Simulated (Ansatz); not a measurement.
# BP: geometry relaxation (part 7 of 7)

Continued. System: BP (14 atoms in the cell). Method: DFT PBE, scalar-relativistic, plane waves, PAW, spin-polarised (Ansatz 0.2.0); cutoff 420 eV, 1×1×1 k-mesh, Gaussian smearing of 0.05 eV, collinear spins. The structure derives from an entry of the Crystallography Open Database. The run did not end well. It belongs to a series of runs on one base structure; here: cluster of 14 atoms cut as a sphere about cell point 3/8, atoms shaken.

Geometry of the input (Å; fractional positions):
```
14.2000  0.0000  0.0000
0.0000  14.5000  0.0000
0.0000  0.0000  14.8000
B  0.3893  0.3708  0.3734
P  0.4555  0.4481  0.3122
P  0.4691  0.4651  0.6130
B  0.3780  0.5457  0.5284
B  0.7097  0.5318  0.5245
P  0.4572  0.3037  0.4569
P  0.4641  0.6206  0.4583
B  0.5509  0.3808  0.5310
B  0.5461  0.6973  0.5419
P  0.3108  0.4598  0.4650
P  0.6262  0.4588  0.4631
B  0.5444  0.5285  0.3933
B  0.5375  0.5348  0.6930
P  0.6138  0.6289  0.6174
```

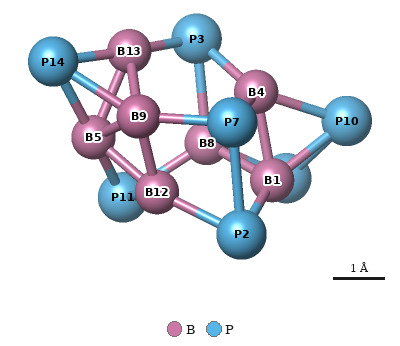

Fig. 1: The geometry at step 38 of the log (ball-and-stick view of the molecule without its box, seen at a tilt; atoms are numbered from 1 in the order of the input).

Trajectory as extended XYZ, continued:
```
14
Lattice="14.2000 0.0000 0.0000 0.0000 14.5000 0.0000 0.0000 0.0000 14.8000" Properties=species:S:1:pos:R:3:forces:R:3 step=36 energy=-6374.44085
B     6.0975    6.3941    6.1627   -0.0259   0.0239   0.0440
P     6.8690    7.6284    4.8817    0.0104  -0.0187  -0.0845
P     6.5792    6.7475    9.4156   -0.0246  -0.0224  -0.0413
B     5.7271    7.1517    7.7505    0.0698   0.0363   0.0047
B     9.0349    7.8149    7.8333   -0.0043  -0.0053   0.0093
P     6.0688    4.5045    6.8001   -0.0426  -0.0324   0.0052
P     6.2005    8.7719    6.7268   -0.0194   0.0326   0.0640
B     7.1580    5.8949    7.6027   -0.0110   0.0052  -0.0168
B     7.9050    8.9615    7.4892   -0.0013   0.0145  -0.0019
P     4.3705    5.9110    6.9448   -0.0018  -0.0459  -0.0145
P     9.0514    6.0791    7.0746    0.0221   0.0053  -0.0066
B     8.1838    7.7013    6.3250    0.0144  -0.0449   0.0067
B     7.7643    8.1844    9.1278    0.0456   0.0390   0.0152
P     9.1349    9.3873    9.0421   -0.0314   0.0130   0.0166
14
Lattice="14.2000 0.0000 0.0000 0.0000 14.5000 0.0000 0.0000 0.0000 14.8000" Properties=species:S:1:pos:R:3:forces:R:3 step=37 energy=-6374.44302
B     6.0983    6.3986    6.1739   -0.0054   0.0217  -0.0365
P     6.8701    7.6234    4.8812    0.0014   0.0100   0.0221
P     6.5874    6.7350    9.4066   -0.0178  -0.0174   0.0024
B     5.7427    7.1568    7.7465    0.0046   0.0307   0.0200
B     9.0321    7.8154    7.8408   -0.0394   0.0014  -0.0427
P     6.0468    4.4952    6.8042    0.0348   0.0019   0.0091
P     6.1978    8.7866    6.7257   -0.0277   0.0005  -0.0186
B     7.1565    5.8908    7.5847    0.0123   0.0010   0.0172
B     7.9041    8.9634    7.4871    0.0229  -0.0538  -0.0374
P     4.3689    5.9069    6.9521    0.0046   0.0180   0.0046
P     9.0604    6.0789    7.0776   -0.0180   0.0223  -0.0063
B     8.1934    7.7000    6.3237    0.0157  -0.0366   0.0383
B     7.7619    8.1861    9.1282    0.0229  -0.0289   0.0074
P     9.1244    9.3955    9.0446   -0.0110   0.0292   0.0205
14
Lattice="14.2000 0.0000 0.0000 0.0000 14.5000 0.0000 0.0000 0.0000 14.8000" Properties=species:S:1:pos:R:3:forces:R:3 step=38 energy=-6374.44416
B     6.0973    6.4025    6.1715    0.0131   0.0157   0.0106
P     6.8712    7.6243    4.8789   -0.0070   0.0082   0.0359
P     6.5877    6.7285    9.4057   -0.0046   0.0136   0.0000
B     5.7481    7.1634    7.7481   -0.0137  -0.0099   0.0063
B     9.0279    7.8138    7.8393   -0.0055   0.0333   0.0005
P     6.0490    4.4988    6.8084    0.0169  -0.0075  -0.0162
P     6.1949    8.7898    6.7238   -0.0066   0.0177  -0.0318
B     7.1601    5.8929    7.5851   -0.0199  -0.0118  -0.0044
B     7.9031    8.9577    7.4834    0.0012   0.0042   0.0077
P     4.3726    5.9114    6.9558   -0.0195   0.0001   0.0006
P     9.0622    6.0779    7.0772    0.0149  -0.0209  -0.0043
B     8.1922    7.6923    6.3247    0.0121  -0.0341  -0.0097
B     7.7626    8.1809    9.1286    0.0305  -0.0179   0.0100
P     9.1159    9.3986    9.0464   -0.0118   0.0093  -0.0054
14
Lattice="14.2000 0.0000 0.0000 0.0000 14.5000 0.0000 0.0000 0.0000 14.8000" Properties=species:S:1:pos:R:3:forces:R:3 step=39 energy=-6374.43844 accepted=F
B     6.0990    6.4120    6.1825    0.0616   0.1278  -0.0975
P     6.8697    7.6299    4.8884    0.0190   0.0152   0.0396
P     6.5870    6.7227    9.4017   -0.0037  -0.0440   0.0560
B     5.7498    7.1752    7.7501    0.0157  -0.0455   0.0591
B     9.0329    7.8084    7.8393   -0.1171   0.1417  -0.0355
P     6.0553    4.5043    6.7954   -0.1019  -0.0210   0.0288
P     6.1804    8.8082    6.7304    0.0437  -0.0499  -0.1101
B     7.1632    5.8939    7.5822   -0.0585  -0.0300   0.0039
B     7.8963    8.9420    7.4783    0.0704  -0.0028   0.0582
P     4.3734    5.9167    6.9480    0.0193  -0.0942   0.0583
P     9.0718    6.0622    7.0864    0.0158   0.0193   0.0295
B     8.1922    7.6657    6.3377    0.0007  -0.0157  -0.1656
B     7.7786    8.1639    9.1337    0.0895   0.1593  -0.0044
P     9.0952    9.4274    9.0230   -0.0546  -0.1604   0.0798
14
Lattice="14.2000 0.0000 0.0000 0.0000 14.5000 0.0000 0.0000 0.0000 14.8000" Properties=species:S:1:pos:R:3:forces:R:3 step=40 energy=-6374.44525
B     6.0986    6.4095    6.1767    0.0126   0.0282   0.0008
P     6.8719    7.6264    4.8820   -0.0028   0.0073   0.0077
P     6.5888    6.7240    9.4055   -0.0018   0.0089  -0.0037
B     5.7511    7.1686    7.7503   -0.0045  -0.0222   0.0090
B     9.0275    7.8146    7.8379   -0.0179   0.0235  -0.0198
P     6.0481    4.4997    6.8032   -0.0112  -0.0005  -0.0049
P     6.1897    8.7980    6.7219    0.0048   0.0018  -0.0177
B     7.1593    5.8918    7.5826   -0.0087  -0.0083  -0.0028
B     7.9009    8.9520    7.4798   -0.0102   0.0092   0.0153
P     4.3733    5.9119    6.9566   -0.0059  -0.0121   0.0114
P     9.0664    6.0724    7.0817    0.0066   0.0038   0.0122
B     8.1947    7.6810    6.3258    0.0260  -0.0307  -0.0135
B     7.7693    8.1740    9.1309    0.0142   0.0009  -0.0023
P     9.1051    9.4088    9.0419   -0.0011  -0.0098   0.0082
```

Outcome:

```csv
quantity,value
outcome,not converged
hardware,"4 threads of Intel Xeon (Granite Rapids), 32 GiB of memory available, shared host"
wall time,7.8 min (CPU time 30 min)
peak memory,2.1 GiB
```

Diagnosis:

The run did not converge: “geometry relaxation did not converge after 40 steps: max|allowed force component| = 3.07e-2 eV/Å (threshold 3.0e-2). Raise `relax.max_steps` over both its present limit and 40, loosen `relax.f_tol`, or start from a geometry closer to equilibrium …” Its last values are not results. The program warns: the magnetisation did not meet its threshold; a screening estimate came out negative during mixing; some starting moments were not kept.
